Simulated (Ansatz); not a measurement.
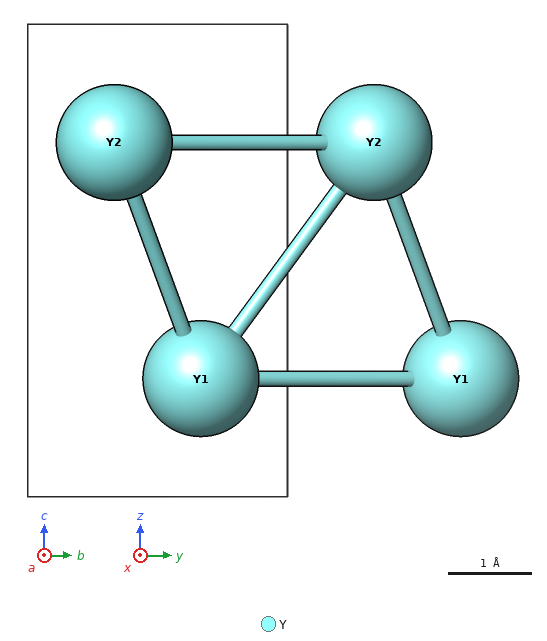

A scan of crystalline Y (P6_3/mmc): the cell is strained equally along x and y and separately along z, with the atoms kept at their fractional coordinates. x, y and z are the Cartesian axes of the input. The picture shows the reference cell. Style: ball-and-stick. Shown: the cell of the calculation, repeated 2 × 2 × 1 with one cell outlined, along the a axis.

The calculation used DFT PBEsol, scalar-relativistic, plane waves, PAW in Ansatz 0.2.0. (plane-wave cutoff 420 eV; k-point mesh 18 × 18 × 8; occupations gaussian; smearing width 0.15 eV; no spin polarisation). Energies (free energies at the smearing named) are counted from the cell as listed in its source, which wasn't relaxed.

```xyz
2
Lattice="3.6515 0.0000 0.0000 -1.8257 3.1623 0.0000 0.0000 0.0000 5.7474" Properties=species:S:1:pos:R:3 pbc="T T T"
Y     0.0000    2.1082    1.4368
Y     1.8257    1.0541    4.3106
```

Q: What energies does the calculation give on a grid with rows −0.050, −0.025, 0.000, 0.025, 0.050 and columns −0.050, −0.025, 0.000, 0.025, 0.050 (strain along x and y; strain along z)?

A: Rows: strain along x and y; columns: strain along z; values in meV/atom.

|  | −0.050 | −0.025 | 0.000 | 0.025 | 0.050 |
| --- | --- | --- | --- | --- | --- |
| −0.050 | 25.2 | 11.0 | 8.0 | 14.6 | 29.7 |
| −0.025 | −5.2 | −12.3 | −8.7 | 4.3 | 25.4 |
| 0.000 | −8.3 | −9.4 | 0.0 | 18.5 | 44.9 |
| 0.025 | 13.8 | 18.0 | 32.2 | 55.4 | 86.2 |
| 0.050 | 58.0 | 67.0 | 85.5 | 112.7 | 147.2 |

In pairs of (strain along x and y; strain along z): the lowest computed point lies at (−0.025, −0.025) (−12.3 meV/atom), the highest at (0.050, 0.050) (147.2 meV/atom). The valley is tilted: raising the in-plane strain is made harder by raising the strain along z (cross term 0.38 of the geometric mean of the two curvatures). Over the ranges scanned the energy rises more along the first axis, the in-plane strain. The pressure runs from −6.3 GPa at (0.050, 0.050) to 4.6 GPa at (−0.050, −0.050).

As a map, interpolated between the computed points (dots):

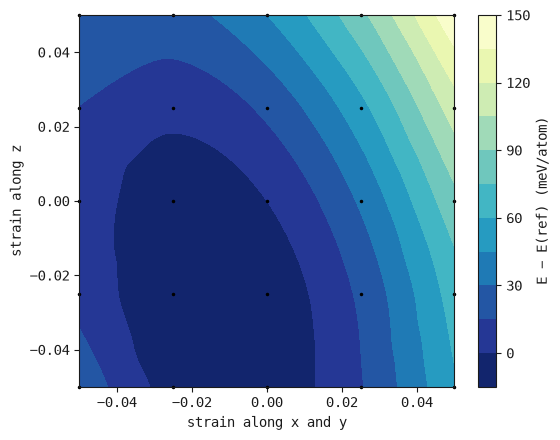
